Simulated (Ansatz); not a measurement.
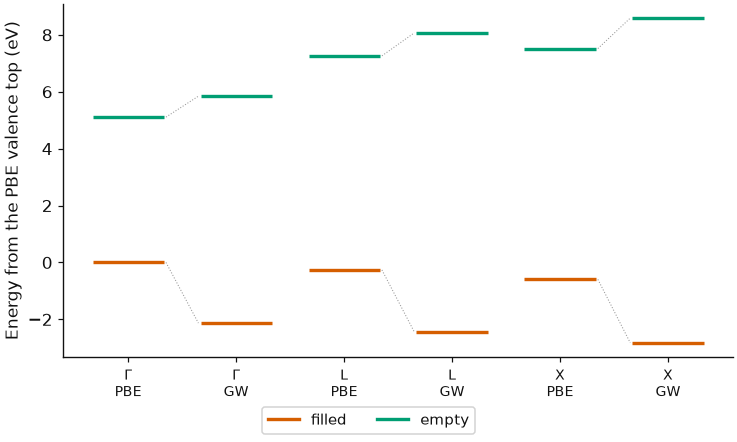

Write a caption with the findings.

Kohn-Sham (PBE) and quasiparticle levels side by side at points of the k mesh; filled and empty levels have different colours. System: NaCl, space group Fm-3m (No. 225), 2 atoms in the cell. Computed with Ansatz: G0W0@PBE, full frequency by contour deformation, hand-made PAW set, no spin polarisation, 6×6×6 k mesh, 700 eV cutoff.

The gap on the mesh goes from 5.11 eV in PBE to 7.98 eV, an opening of 2.87 eV. The valence top moves by −2.13 eV and the conduction bottom by +0.73 eV.

These values hold for 444 empty bands and a screening cutoff of 180 eV on this mesh, not for the basis limit.
